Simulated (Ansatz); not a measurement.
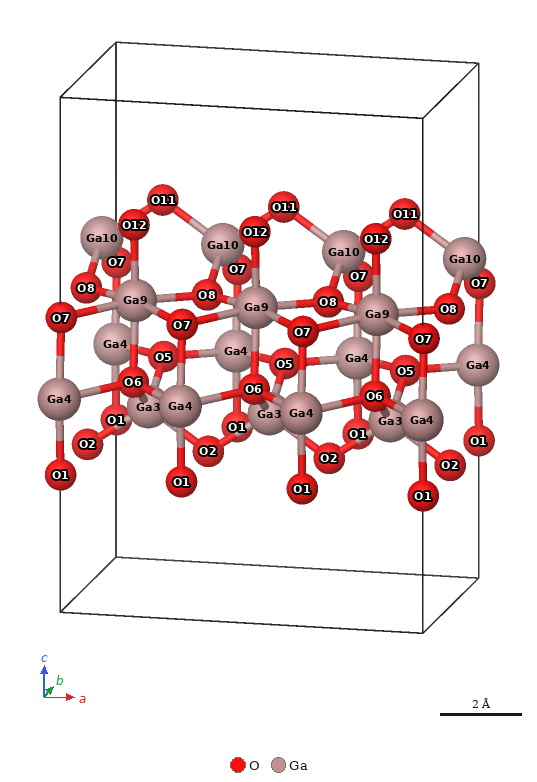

**Figure 1.** The structure as given in the input (ball-and-stick view of the 3 × 1 repeat of the cell, with the vacuum cut short, seen slightly off an axis; atoms are numbered from 1 in the order of the input).

**Geometry relaxation of GaO2 (part 1 of 3)**

- system: GaO2 (slab, 12 atoms in the cell)
- method: DFT PBE, scalar-relativistic, plane waves, PAW, no spin polarisation (Ansatz 0.2.0)

The structure derives from an entry of the Crystallography Open Database. It belongs to a series of runs on one base structure; here: (1 0 0) slab, atoms relaxed. Figures and captions count atoms from 1; the log counts them from 0 in places.

**Log**
```
Engine: ansatz 0.2.0, x86_64-unknown-linux-gnu
Pseudopotentials: kind: paw
Pseudopotential: O, paw, valence charge 6, recommended cutoff 420 eV (normal), O.paw.azcp
Pseudopotential: Ga, paw, valence charge 13, recommended cutoff 420 eV (normal), Ga.paw.azcp
Functional definition: PBE
  parameter kappa = 0.804
  parameter beta = 0.06672455060314922
  exchange = pbe_x(kappa = kappa, mu = beta*pi^2/3)
  correlation = pbe_c(beta = beta)
Crystal: 12 atoms, lattice volume = 383.249 Å³
Basis set: ecut = 420 eV, 7451 PW (Γ), exchange–correlation on 48×80×288 points (8 copies of the dense FFT grid, shifted against one another)
Bands: 62, of which v1, the nominal top of the filled ones, is band 50 counted from 1 (49 counted from 0)
Symmetry: 2 space group operations
k-points: 15 of 45 (time reversal used)
Non-local potential: O, projectors of the file, l = 0: 2, l = 1: 2, l = 2: 1
Non-local potential: Ga, projectors of the file, l = 0: 2, l = 1: 2, l = 2: 3, l = 3: 1
PAW form: soft (Blöchl's): semilocal exchange-correlation on the pseudo side does not see the compensation charge
PAW one-centre angular grid: O, 110 points (default); XC on 64 Gauss nodes
PAW one-centre angular grid: Ga, 590 points (default); XC on 64 Gauss nodes
Initial density: superposition of atomic densities (neutral atoms: chi_scale 0, normalization atom), corrected by the library's trained network
Initial wavefunctions: pseudopotential atomic-orbital guess
Functional: x = pbe(κ = 0.804, μ = 0.2195149727645171), c = pbe(β = 0.06672455060314922)
SCF iter   1: F=—  HF=-19662.764673 eV  |F-HF|=—  |Δ(HF+E_count)|=         —  Δρ=9.43e-3  dr2=6.71e-1  ethr=1.77e-3  p=-0.000 e·Å  D=-1.69e-11 V/Å  ΔV_dip=0.00 eV  dr2_dipole=5.81e-8  V_vac-E_F(+/−)=9.37/9.37 eV  ⟨swp⟩=6.4  Hψ=3812  notcnv=0  defer=54
efield: sawtooth ramp at fractional position 0.9800 (placed from the atoms, in the widest stretch of the axis that holds none; the zero of the levels goes with the place), width 0.0400; the density the first Hamiltonian is built on has a dipole p = -0.000 e·Å; the dipole correction subtracts the counter field D = -1.69e-11 V/Å, which shifts the + side's vacuum level by +0.00 eV against the − side's; the planar-averaged density in the ramp window peaks in size at 2.2e-5 e/Å³
preconditioner: auto → LDOS  [metal: Δε(μ)=0.018 eV  Ē_g=15.633 eV  σ=0.050 eV  W_gap=0.20  n_scr=56 (ndim 8)  ℏωp=19.0 eV  f_vac=0.612  D(μ)=8.65/eV (n_scr^D=34)  β→1.0]
SCF iter   2: F=—  HF=-19662.697144 eV  |F-HF|=—  |Δ(HF+E_count)|=   6.75e-2  Δρ=5.18e-3  dr2=1.57e-1  ethr=6.71e-4  p=-0.000 e·Å  D=-1.29e-5 V/Å  ΔV_dip=0.00 eV  dr2_dipole=4.63e-11  V_vac-E_F(+/−)=9.30/9.29 eV  ⟨swp⟩=2.2  Hψ=1170  notcnv=0  defer=92
SCF iter   3: F=—  HF=-19662.705158 eV  |F-HF|=—  |Δ(HF+E_count)|=   8.01e-3  Δρ=2.96e-3  dr2=4.55e-2  ethr=1.57e-4  p=0.000 e·Å  D=8.10e-6 V/Å  ΔV_dip=-0.00 eV  dr2_dipole=1.41e-7  V_vac-E_F(+/−)=9.29/9.29 eV  ⟨swp⟩=2.9  Hψ=1546  notcnv=0  defer=92
SCF iter   4: F=—  HF=-19662.701495 eV  |F-HF|=—  |Δ(HF+E_count)|=   3.66e-3  Δρ=1.49e-3  dr2=9.25e-3  ethr=4.55e-5  p=-0.000 e·Å  D=-5.19e-6 V/Å  ΔV_dip=0.00 eV  dr2_dipole=1.54e-10  V_vac-E_F(+/−)=9.29/9.29 eV  ⟨swp⟩=2.0  Hψ=1556  notcnv=0  defer=92
SCF iter   5: F=—  HF=-19662.701009 eV  |F-HF|=—  |Δ(HF+E_count)|=   4.86e-4  Δρ=8.29e-4  dr2=3.28e-3  ethr=9.25e-6  p=-0.000 e·Å  D=-5.78e-7 V/Å  ΔV_dip=0.00 eV  dr2_dipole=1.14e-9  V_vac-E_F(+/−)=9.29/9.29 eV  ⟨swp⟩=2.6  Hψ=1418  notcnv=0  defer=92
SCF iter   6: F=—  HF=-19662.701184 eV  |F-HF|=—  |Δ(HF+E_count)|=   1.76e-4  Δρ=3.21e-4  dr2=4.82e-4  ethr=3.28e-6  p=0.000 e·Å  D=2.65e-6 V/Å  ΔV_dip=-0.00 eV  dr2_dipole=8.00e-9  V_vac-E_F(+/−)=9.29/9.29 eV  ⟨swp⟩=2.1  Hψ=1398  notcnv=0  defer=92
SCF iter   7: F=—  HF=-19662.701275 eV  |F-HF|=—  |Δ(HF+E_count)|=   9.09e-5  Δρ=8.81e-5  dr2=2.79e-5  ethr=4.82e-7  p=0.000 e·Å  D=1.55e-7 V/Å  ΔV_dip=-0.00 eV  dr2_dipole=4.66e-11  V_vac-E_F(+/−)=9.29/9.29 eV  ⟨swp⟩=1.1  Hψ=857  notcnv=0  defer=92
iter 8 did not close the SCF: its close was put off until two iterations running show no level that it waits for move by more than its bar (scf_convergence_deferred on its scf_iter line)
SCF iter   8: F=-19662.701304 eV  HF=-19662.701298 eV  |F-HF|=6.05e-6  |Δ(HF+E_count)|=   2.26e-5  Δρ=3.01e-5  dr2=2.50e-6  ethr=1.00e-8  p=0.000 e·Å  D=4.88e-7 V/Å  ΔV_dip=-0.00 eV  dr2_dipole=4.04e-12  V_vac-E_F(+/−)=9.29/9.29 eV  ⟨swp⟩=24.7  Hψ=10558  notcnv=0
iter 9 did not close the SCF: its close was put off until two iterations running show no level that it waits for move by more than its bar (scf_convergence_deferred on its scf_iter line)
SCF iter   9: F=-19662.701305 eV  HF=-19662.701303 eV  |F-HF|=2.13e-6  |Δ(HF+E_count)|=   4.99e-6  Δρ=1.43e-5  dr2=7.44e-7  ethr=2.50e-9  p=0.000 e·Å  D=1.98e-7 V/Å  ΔV_dip=-0.00 eV  dr2_dipole=2.19e-11  V_vac-E_F(+/−)=9.29/9.29 eV  ⟨swp⟩=13.1  Hψ=7969  notcnv=0
SCF iter  10: F=-19662.701305 eV  HF=-19662.701304 eV  |F-HF|=9.43e-7  |Δ(HF+E_count)|=   1.66e-6  Δρ=4.76e-6  dr2=7.99e-8  ethr=7.44e-10  p=-0.000 e·Å  D=-1.79e-8 V/Å  ΔV_dip=0.00 eV  dr2_dipole=1.29e-11  V_vac-E_F(+/−)=9.29/9.29 eV  ⟨swp⟩=12.5  Hψ=7293  notcnv=0
SCF 1 converged in 10 iterations: F = -19662.701305 eV  dr2 = 7.99e-8
  greatest PAW one-centre occupation: 0.998 electrons in one spin orbital (limit 2), on the Ga atom at site 3 (counted from 0), in its partial waves of l = 2
relax step   1: F+E_penalty+E_count = -19662.70130534 eV  Δ(F+E_penalty+E_count) = +0.000e0 eV  max|allowed force component| = 9.633e-1 eV/Å  Δτ_max = 0.0000 Å  (10 SCF iters, dr2 threshold 1.00e-5 eV, accepted)
Initial density: handed on by an earlier stage of this run
Initial wavefunctions: those handed on with the density
iter 1 solved again at ethr=1.59e-3 eV; its pass at ethr=3.10e-3 eV (dr2=1.59e0 eV) is discarded
SCF iter   1: F=—  HF=-19663.033896 eV  |F-HF|=—  |Δ(HF+E_count)|=         —  Δρ=2.36e-2  dr2=1.55e0  ethr=1.59e-3  p=-0.000 e·Å  D=-1.79e-8 V/Å  ΔV_dip=0.00 eV  dr2_dipole=8.83e-8  V_vac-E_F(+/−)=9.28/9.28 eV  ⟨swp⟩=1.0  Hψ=3034  notcnv=0  defer=84
efield: sawtooth ramp at fractional position 0.9800 (handed on by an earlier solve), width 0.0400; the density the first Hamiltonian is built on has a dipole p = -0.000 e·Å; the dipole correction subtracts the counter field D = -1.79e-8 V/Å, which shifts the + side's vacuum level by +0.00 eV against the − side's; the planar-averaged density in the ramp window peaks in size at 7.4e-6 e/Å³
preconditioner: auto → LDOS  [metal: Δε(μ)=0.027 eV  Ē_g=15.557 eV  σ=0.050 eV  W_gap=0.30  n_scr=56 (ndim 8)  ℏωp=19.0 eV  f_vac=0.609  D(μ)=14.70/eV (n_scr^D=130)  β→1.0]
SCF iter   2: F=—  HF=-19662.978922 eV  |F-HF|=—  |Δ(HF+E_count)|=   5.50e-2  Δρ=2.00e-2  dr2=4.44e-1  ethr=1.55e-3  p=0.000 e·Å  D=1.02e-4 V/Å  ΔV_dip=-0.00 eV  dr2_dipole=6.95e-7  V_vac-E_F(+/−)=9.18/9.18 eV  ⟨swp⟩=2.0  Hψ=924  notcnv=0  defer=84
SCF iter   3: F=—  HF=-19662.930051 eV  |F-HF|=—  |Δ(HF+E_count)|=   4.89e-2  Δρ=5.86e-3  dr2=1.91e-1  ethr=4.44e-4  p=0.000 e·Å  D=4.60e-5 V/Å  ΔV_dip=-0.00 eV  dr2_dipole=1.47e-6  V_vac-E_F(+/−)=9.18/9.18 eV  ⟨swp⟩=2.0  Hψ=1053  notcnv=0  defer=84
SCF iter   4: F=—  HF=-19662.933885 eV  |F-HF|=—  |Δ(HF+E_count)|=   3.83e-3  Δρ=3.75e-3  dr2=7.01e-2  ethr=1.91e-4  p=0.000 e·Å  D=1.46e-5 V/Å  ΔV_dip=-0.00 eV  dr2_dipole=9.68e-7  V_vac-E_F(+/−)=9.15/9.15 eV  ⟨swp⟩=1.3  Hψ=884  notcnv=0  defer=84
SCF iter   5: F=—  HF=-19662.934719 eV  |F-HF|=—  |Δ(HF+E_count)|=   8.34e-4  Δρ=1.56e-3  dr2=1.02e-2  ethr=7.01e-5  p=0.000 e·Å  D=1.02e-5 V/Å  ΔV_dip=-0.00 eV  dr2_dipole=8.67e-7  V_vac-E_F(+/−)=9.14/9.14 eV  ⟨swp⟩=1.2  Hψ=901  notcnv=0  defer=84
SCF iter   6: F=—  HF=-19662.935071 eV  |F-HF|=—  |Δ(HF+E_count)|=   3.52e-4  Δρ=2.68e-4  dr2=3.65e-4  ethr=1.02e-5  p=-0.000 e·Å  D=-1.55e-6 V/Å  ΔV_dip=0.00 eV  dr2_dipole=1.97e-7  V_vac-E_F(+/−)=9.13/9.13 eV  ⟨swp⟩=1.9  Hψ=1104  notcnv=0  defer=86
SCF iter   7: F=—  HF=-19662.935284 eV  |F-HF|=—  |Δ(HF+E_count)|=   2.12e-4  Δρ=1.04e-4  dr2=4.78e-5  ethr=3.65e-7  p=-0.000 e·Å  D=-1.89e-6 V/Å  ΔV_dip=0.00 eV  dr2_dipole=2.68e-8  V_vac-E_F(+/−)=9.13/9.13 eV  ⟨swp⟩=2.0  Hψ=1475  notcnv=0  defer=86
SCF iter   8: F=-19662.935355 eV  HF=-19662.935356 eV  |F-HF|=1.72e-6  |Δ(HF+E_count)|=   7.30e-5  Δρ=5.78e-5  dr2=1.01e-5  ethr=4.78e-8  p=-0.000 e·Å  D=-9.89e-7 V/Å  ΔV_dip=0.00 eV  dr2_dipole=9.18e-10  V_vac-E_F(+/−)=9.13/9.13 eV  ⟨swp⟩=23.3  Hψ=10810  notcnv=0
SCF 2 converged in 8 iterations: F = -19662.935355 eV  dr2 = 1.01e-5
relax step   2: F+E_penalty+E_count = -19662.93535476 eV  Δ(F+E_penalty+E_count) = -2.340e-1 eV  max|allowed force component| = 5.000e-1 eV/Å  Δτ_max = 0.1267 Å  (8 SCF iters, dr2 threshold 5.80e-5 eV, accepted)
[... from here on the SCF iterations and repeated set-up lines of each step are left out, up to the last step ...]
SCF 3 converged in 11 iterations: F = -19663.403540 eV  dr2 = 4.29e-6
relax step   3: F+E_penalty+E_count = -19663.40353967 eV  Δ(F+E_penalty+E_count) = -4.682e-1 eV  max|allowed force component| = 9.041e-1 eV/Å  Δτ_max = 0.1946 Å  (11 SCF iters, dr2 threshold 1.56e-5 eV, accepted)
SCF 4 converged in 8 iterations: F = -19664.516862 eV  dr2 = 1.99e-6
relax step   4: F+E_penalty+E_count = -19664.51686189 eV  Δ(F+E_penalty+E_count) = -1.113e0 eV  max|allowed force component| = 2.136e0 eV/Å  Δτ_max = 0.1951 Å  (8 SCF iters, dr2 threshold 1.00e-4 eV, accepted)
SCF 5 converged in 8 iterations: F = -19666.213621 eV  dr2 = 4.29e-6
relax step   5: F+E_penalty+E_count = -19666.21362140 eV  Δ(F+E_penalty+E_count) = -1.697e0 eV  max|allowed force component| = 1.391e0 eV/Å  Δτ_max = 0.1949 Å  (8 SCF iters, dr2 threshold 1.00e-4 eV, accepted)
SCF 6 converged in 8 iterations: F = -19665.264890 eV  dr2 = 5.30e-6
relax step   6: F+E_penalty+E_count = -19665.26488952 eV  Δ(F+E_penalty+E_count) = +9.487e-1 eV  max|allowed force component| = 7.687e0 eV/Å  Δτ_max = 0.1970 Å  (8 SCF iters, dr2 threshold 1.00e-4 eV, rejected (line search))
SCF 7 converged in 12 iterations: F = -19666.536846 eV  dr2 = 6.95e-10
relax step   7: F+E_penalty+E_count = -19666.53684573 eV  Δ(F+E_penalty+E_count) = -3.232e-1 eV  max|allowed force component| = 5.661e-1 eV/Å  Δτ_max = 0.0960 Å  (12 SCF iters, accepted)
SCF 8 converged in 7 iterations: F = -19666.639417 eV  dr2 = 3.72e-6
relax step   8: F+E_penalty+E_count = -19666.63941653 eV  Δ(F+E_penalty+E_count) = -1.026e-1 eV  max|allowed force component| = 3.189e-1 eV/Å  Δτ_max = 0.1000 Å  (7 SCF iters, dr2 threshold 5.30e-5 eV, accepted)
SCF 9 converged in 7 iterations: F = -19666.674815 eV  dr2 = 2.31e-6
relax step   9: F+E_penalty+E_count = -19666.67481537 eV  Δ(F+E_penalty+E_count) = -3.540e-2 eV  max|allowed force component| = 2.535e-1 eV/Å  Δτ_max = 0.0930 Å  (7 SCF iters, dr2 threshold 1.68e-5 eV, accepted)
SCF 10 converged in 6 iterations: F = -19666.681673 eV  dr2 = 7.26e-7
relax step  10: F+E_penalty+E_count = -19666.68167317 eV  Δ(F+E_penalty+E_count) = -6.858e-3 eV  max|allowed force component| = 5.711e-2 eV/Å  Δτ_max = 0.0193 Å  (6 SCF iters, dr2 threshold 2.04e-5 eV, accepted)
SCF 11 converged in 7 iterations: F = -19666.682462 eV  dr2 = 1.58e-8
relax step  11: F+E_penalty+E_count = -19666.68246159 eV  Δ(F+E_penalty+E_count) = -7.884e-4 eV  max|allowed force component| = 2.272e-2 eV/Å  Δτ_max = 0.0076 Å  (7 SCF iters, accepted)
SCF iter   1: F=—  HF=-19666.682496 eV  |F-HF|=—  |Δ(HF+E_count)|=         —  Δρ=5.72e-4  dr2=3.33e-4  ethr=5.17e-6  p=-0.000 e·Å  D=-1.94e-6 V/Å  ΔV_dip=0.00 eV  dr2_dipole=2.08e-10  V_vac-E_F(+/−)=6.26/6.26 eV  ⟨swp⟩=2.0  Hψ=1557  notcnv=0  defer=62
efield: sawtooth ramp at fractional position 0.9800 (handed on by an earlier solve), width 0.0400; the density the first Hamiltonian is built on has a dipole p = -0.000 e·Å; the dipole correction subtracts the counter field D = -1.94e-6 V/Å, which shifts the + side's vacuum level by +0.00 eV against the − side's; the planar-averaged density in the ramp window peaks in size at 6.9e-6 e/Å³
preconditioner: auto → Resta (q_TF=auto, 2.181 Å⁻¹)  ε∞=2.4  [insulator: Δε(μ)=1.376 eV  Ē_g=16.231 eV  σ=0.050 eV  W_gap=1.00  n_scr=56 (ndim 8)  ℏωp=19.0 eV  f_vac=0.631  D(μ)=0.00/eV (n_scr^D=0)  ε∞_Penn≈2.4  vacuum switching on, ρ_ref=1.9e-2 e/Å³]
SCF iter   2: F=—  HF=-19666.682440 eV  |F-HF|=—  |Δ(HF+E_count)|=   5.62e-5  Δρ=2.68e-4  dr2=7.22e-5  ethr=3.33e-7  p=0.000 e·Å  D=1.17e-6 V/Å  ΔV_dip=-0.00 eV  dr2_dipole=9.01e-13  V_vac-E_F(+/−)=6.26/6.26 eV  ⟨swp⟩=2.7  Hψ=1694  notcnv=0  defer=62
SCF iter   3: F=—  HF=-19666.682556 eV  |F-HF|=—  |Δ(HF+E_count)|=   1.15e-4  Δρ=1.26e-4  dr2=4.76e-5  ethr=7.22e-8  p=0.000 e·Å  D=1.04e-6 V/Å  ΔV_dip=-0.00 eV  dr2_dipole=1.12e-11  V_vac-E_F(+/−)=6.26/6.26 eV  ⟨swp⟩=2.0  Hψ=1576  notcnv=0  defer=62
SCF iter   4: F=—  HF=-19666.682547 eV  |F-HF|=—  |Δ(HF+E_count)|=   9.08e-6  Δρ=2.62e-5  dr2=1.10e-6  ethr=4.76e-8  p=0.000 e·Å  D=1.65e-6 V/Å  ΔV_dip=-0.00 eV  dr2_dipole=5.83e-15  V_vac-E_F(+/−)=6.26/6.26 eV  ⟨swp⟩=2.0  Hψ=1340  notcnv=0  defer=62
SCF iter   5: F=—  HF=-19666.682547 eV  |F-HF|=—  |Δ(HF+E_count)|=   1.13e-7  Δρ=9.10e-6  dr2=2.13e-7  ethr=1.10e-9  p=0.000 e·Å  D=1.68e-6 V/Å  ΔV_dip=-0.00 eV  dr2_dipole=8.27e-15  V_vac-E_F(+/−)=6.26/6.26 eV  ⟨swp⟩=2.2  Hψ=1551  notcnv=0  defer=62
SCF iter   6: F=-19666.682547 eV  HF=-19666.682547 eV  |F-HF|=5.23e-9  |Δ(HF+E_count)|=   1.33e-8  Δρ=2.49e-6  dr2=1.49e-8  ethr=1.00e-10  p=0.000 e·Å  D=1.67e-6 V/Å  ΔV_dip=-0.00 eV  dr2_dipole=6.16e-15  V_vac-E_F(+/−)=6.26/6.26 eV  ⟨swp⟩=16.7  Hψ=7958  notcnv=0
SCF 12 converged in 6 iterations: F = -19666.682547 eV  dr2 = 1.49e-8
relax step  12: F+E_penalty+E_count = -19666.68254663 eV  Δ(F+E_penalty+E_count) = -8.504e-5 eV  max|allowed force component| = 5.136e-3 eV/Å  Δτ_max = 0.0027 Å  (6 SCF iters, accepted)
```

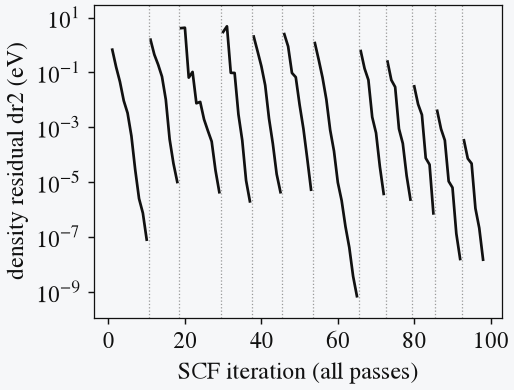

**Figure 2.** Convergence of the self-consistent field: density residual dr2 against the SCF iteration. The dotted lines part the SCF passes of the relaxation: geometry steps, rejected trials and re-solves on a re-selected basis. The 12 passes take 6 to 12 iterations each, 98 in all.
